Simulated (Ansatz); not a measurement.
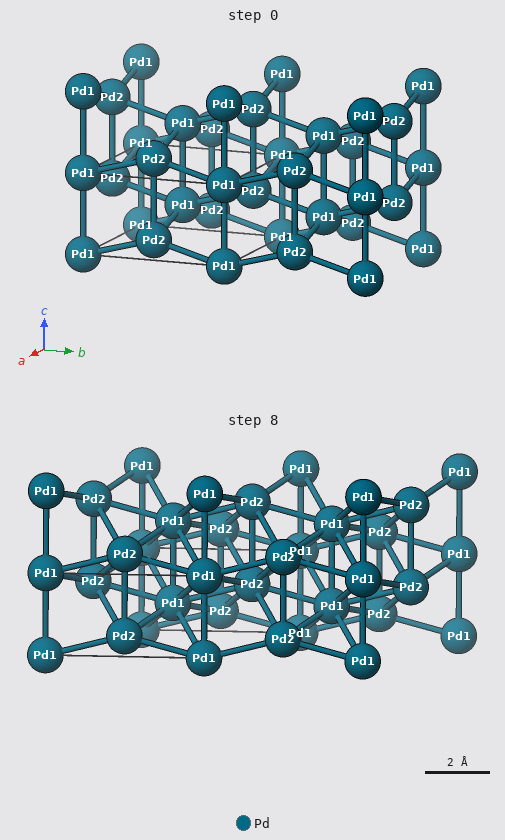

The structure of solid Pd (a generated structure, set up in I4_1/amd) before (top) and after (bottom) a relaxation, at one scale.

A ball-and-stick model of the conventional cell (2 times the calculation's cell), repeated 1 × 2 × 2 with one cell outlined, seen slightly off an axis. Lengths and directions refer to the drawn axes.

Phase: beta-Sn type.

Method: Ansatz 0.2.0, DFT, r2SCAN, plane waves (500 eV) with PAW, scalar-relativistic. Settings: plane-wave cutoff 500 eV; k-point mesh 13 × 13 × 9; occupations fermi dirac; smearing width 0.05 eV; collinear spin; cell and atoms relaxed; force threshold 0.01 eV/Å; at most 60 steps.

Question: What changed between the two?

Answer: The run was cut off at its time limit before the relaxation converged, so the last structure is only a point on the way. The largest moves relative to the cell, 0.007 Å, are those of Pd1 and Pd2. Pd2 goes along [1 −1 0]. Cell: a = b 4.837 → 5.080 Å (+5.0 %), c 2.641 → 2.670 Å (+1.1 %), α 90.0° → 89.1°, β 90.0° → 89.1°, γ 90.0° → 119.0°. Volume −2.6 %. Among the contacts that change: Pd1–Pd1 3.666 → 2.864 Å, Pd1–Pd1 (another image) 3.666 → 2.941 Å, Pd1–Pd2 2.507 → 2.626 Å, Pd1–Pd1 (another image) 2.641 → 2.670 Å. Bond angles that change, for instance: Pd2–Pd1–Pd2 94.0° → 66.1°, Pd2–Pd1–Pd2 94.0° → 121.2°, Pd2–Pd1–Pd2 94.0° → 68.1°. The space group (tolerance 0.01 Å) goes from I4_1/amd (No. 141) to C2/c (No. 15). The energy falls by 0.484 eV per cell of the calculation in 8 geometry steps. Largest force component: 0.00065 eV/Å at the start, 0.0086 eV/Å at the end. The pressure goes from 11.18 to 2.18 GPa. The program noted that the starting moments weren't kept.
